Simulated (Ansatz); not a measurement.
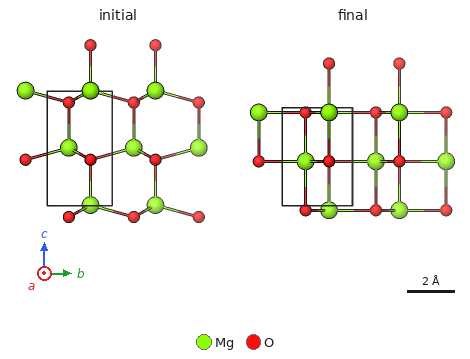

The structure of solid MgO (set up in P6_3mc) before (left) and after (right) a relaxation, at one scale.

The picture is a ball-and-stick view of the cell of the calculation, repeated 1 × 2 × 1 with one cell outlined, seen along the a axis.

The calculation used Ansatz 0.2.0, DFT PBE, scalar-relativistic, plane waves, PAW.

The input:
```yaml
crystal:
  lattice:
    - [3.2597628257, 0.0, 0.0]
    - [-1.6298814128, 2.8230374173, 0.0]
    - [0.0, 0.0, 4.9758117311]
  atoms:
    - { symbol: Mg, position: [0.3333333333, 0.6666666667, 0.0044014356] }
    - { symbol: Mg, position: [0.6666666667, 0.3333333333, 0.5044014356] }
    - { symbol: O, position: [0.3333333333, 0.6666666667, 0.4001985544] }
    - { symbol: O, position: [0.6666666667, 0.3333333333, 0.9001985544] }
basis:
  ecutwfc: 420
kpoints:
  mp_grid: { grid: [12, 12, 6] }
hamiltonian:
  xc: pbe
scf:
  occupations: { method: gaussian, width: 0.02 }
output:
  forces: true
  stress: true
  eigenvalues: true
relax:
  adjacent_minimum: "off"
  f_tol: 0.01
  max_steps: 30
  cell: { stress_tol: 0.1, fix: [volume] }
```

Run as
```bash
ansatz run input.yaml --threads 1 --pin off --max-ram 2560MiB --backend cpu --events-out ev --progress --plain --runs-dir out
```

Describe what moved and what it gained.

The largest moves relative to the cell, 0.22 Å, are those of Mg1, Mg2, O3 and O4. O4 goes along +c. Largest moves by element: O 0.22 Å, Mg 0.22 Å. The drawn cell changes at constant volume: a = b 3.260 → 3.527 Å (+8.2 %), c 4.976 → 4.249 Å (−14.6 %). Near-neighbour distances that change, for instance: Mg1–O3 3.006 → 2.125 Å, Mg1–O3 (another image) 1.969 → 2.125 Å, Mg1–O4 1.952 → 2.037 Å. New bonds form, among them: Mg1–O3 (3.01 → 2.12 Å), Mg2–O4 (3.01 → 2.12 Å). Among the angles between lasting bonds that change: O3–Mg1–O4 105.4° → 90.0°, Mg1–O3–Mg2 105.4° → 90.0°, O4–Mg1–O4 113.2° → 120.0°. The space group (tolerance 0.01 Å) goes from P6_3mc (No. 186) to P6_3/mmc (No. 194). Over 7 accepted moves (10 points after the start) the energy falls by 49.5 meV per atom. Largest force component: 0.033 eV/Å at the start, 0.00018 eV/Å at the end. Pressure: 7.87 GPa at the start and −0.79 GPa at the end. The line search rejected the trial step at point 6 of the run. At 2 points the geometry stayed and the basis and grid were re-selected for the new cell (energy shift of 7.9 meV per atom at most each time).
